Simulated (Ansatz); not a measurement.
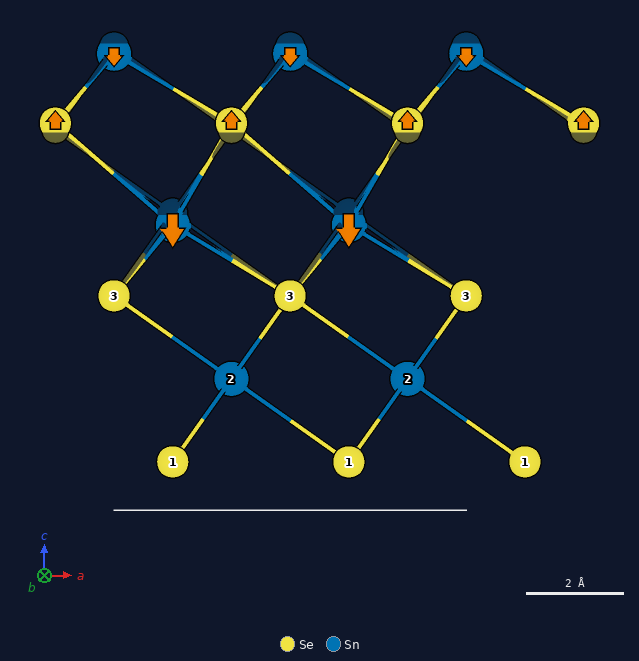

A constrained relaxation of a slab of composition SnSe (cut from the Fm-3m phase). The starting structure is drawn faded, the final one solid; orange arrows show the displacements, 3 times their true length.

Style: ball-and-stick. Shown: the 2 × 2 repeat of the cell, outlined in the plane, without the vacuum, along the b axis.

Case: clean slab, lower half held. The slab is the (1 1 1) face of SnSe. 3 atoms are held fixed.

Theory: Ansatz, DFT PBEsol, scalar-relativistic, plane waves, PAW. (plane-wave cutoff 420 eV; k-point mesh 9 × 9 × 1; occupations gaussian; smearing width 0.05 eV; no spin polarisation; dipole correction; atoms relaxed in a fixed cell; force threshold 0.03 eV/Å; at most 70 steps)

Q: Atoms of which element are displaced furthest, and by how much?

A: Tin: up to 0.25 Å, against 0.14 Å for selenium.

Q: What happened in the run?

A: The largest move is that of a Sn atom, 0.25 Å along the normal (−c). Largest moves by element: Sn 0.25 Å, Se 0.14 Å. The cell doesn't change. Among the contacts that change: Se–Sn 2.973 → 3.213 Å, Se–Sn 2.973 → 2.819 Å. Bond angles that change, for instance: Sn–Se–Sn 180.0° → 169.6°, Se–Sn–Se 180.0° → 170.2°, Se–Sn–Se 90.0° → 81.7°. Over 3 accepted moves (4 points after the start) the energy falls by 0.243 eV per cell of the calculation. Largest force component: 0.91 eV/Å at the start, 0.011 eV/Å at the end. The line search rejected the trial step at point 2 of the run.
